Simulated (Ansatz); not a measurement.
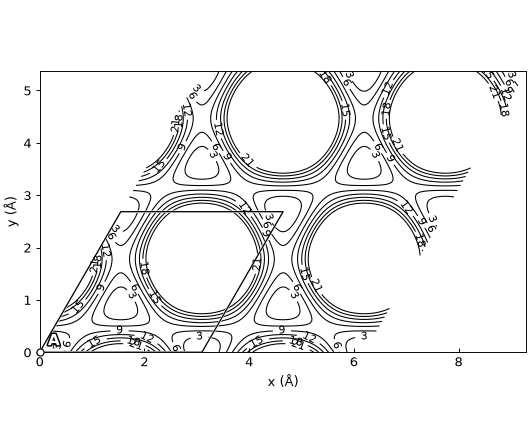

WS₂ (R3m, No. 160; 9 atoms in the cell). Gamma surface: rigid slide across a plane, one fault a cell; the plane is (0 0 −1) of the conventional cell, and the faces at the cut hold S and S. Places are given modulo a cell vector. The map is drawn in real space over the plane of the slide. Nothing is relaxed (rigid halves, spacing across the cut fixed). Grid: 6 × 6 points; 10 points were computed and 26 follow by symmetry. Energies: meV/Å², counted from the lowest grid point. Theory: Ansatz, DFT LDA+D3(BJ), scalar-relativistic, plane waves, PAW. Settings: cutoff 420 eV, k-mesh 12×12×2 in the order of the run's cell vectors, gaussian smearing 0.05 eV, no spin polarisation.

The picture shows contour lines labelled in meV/Å² (none above 21), the outline of one cell of the 2 × 2 shown, the point A. Between grid points the surface is interpolated.

What is the easiest way out of the well at A, and how high is the barrier?

Answer. The easiest path leads from the well at (0/6, 0/6) of the cell vectors to the well at (2/6, 2/6) of the cell vectors, about 0.45 meV/Å² higher. Its highest point lies about 7.2 meV/Å² above the bottom of the first well on the interpolated surface, at (1/6, 1/6) of the cell vectors. The start is the relaxed structure and all else is held, so a fully relaxed path at this level can only be lower.

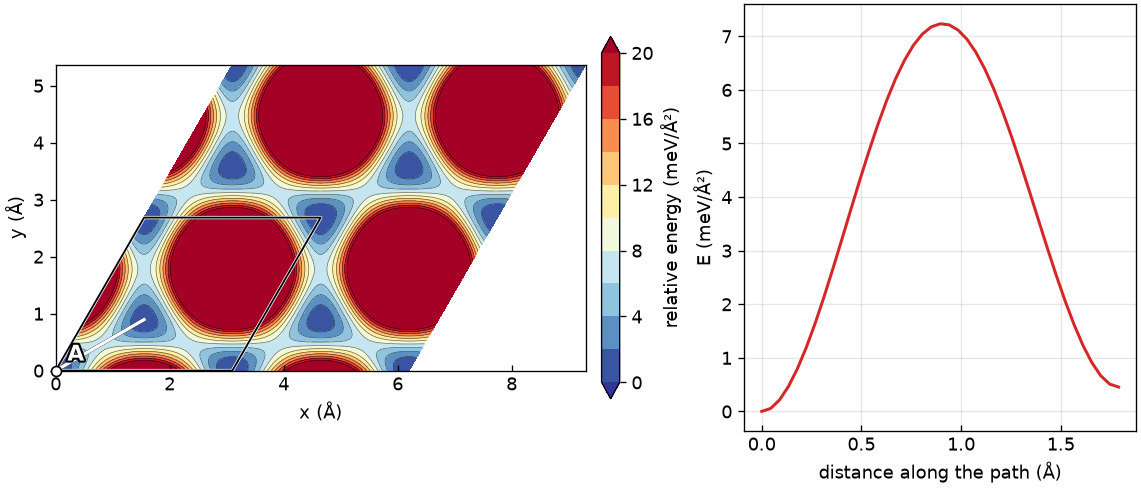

In the figure: filled contours, a line along the lowest path, the outline of one cell of the 2 × 2 shown, one colour for all values above the top of the scale, the energy along the path at the right. Between grid points the surface is interpolated.

PAW datasets: the set soft_1.
